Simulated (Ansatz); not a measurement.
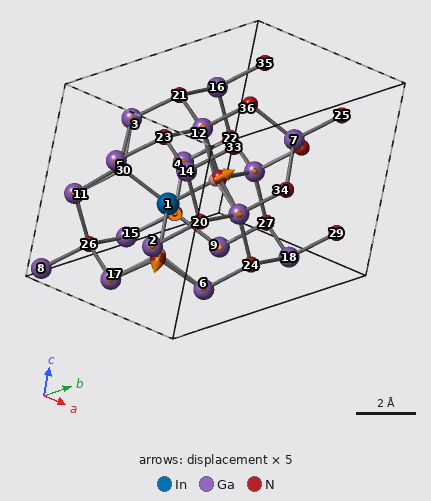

A relaxation of a defect cell of composition InGa₁₇N₁₈. The starting structure is drawn faded, the final one solid; orange arrows show the displacements, 5 times their true length.

A ball-and-stick model of the cell of the calculation (origin shifted), seen from a free direction.

The calculation used Ansatz, DFT PBEsol, scalar-relativistic, plane waves, PAW. Settings: plane-wave cutoff 420 eV; k-point mesh 2 × 2 × 2; occupations gaussian; smearing width 0.02 eV; mesh shifted by (0.5, 0.5, 0.5); no spin polarisation; atoms relaxed in a fixed cell; force threshold 0.03 eV/Å; at most 40 steps.

Describe the change and its energy.

The energy falls by 1.059 eV per cell of the calculation in 3 geometry steps. Largest force component: 3.7 eV/Å at the start, 0.023 eV/Å at the end. The largest move is that of an N atom, 0.16 Å along [1 1 1]. By element the largest moves are N 0.16 Å, Ga 0.04 Å, In 0.01 Å. The cell stays as it was. Near-neighbour distances that change, for instance: In–N 1.953 → 2.105 Å, Ga–N 1.946 → 1.919 Å, Ga–N 1.953 → 1.964 Å, Ga–N 1.946 → 1.939 Å. Bond angles that change, for instance: N–Ga–N 109.8° → 105.8°, In–N–Ga 109.8° → 105.8°, N–Ga–N 109.2° → 105.3°.

Limits of the set-up: the periodic images lie only 7.6 Å apart, so the values are limited by the cell's size.
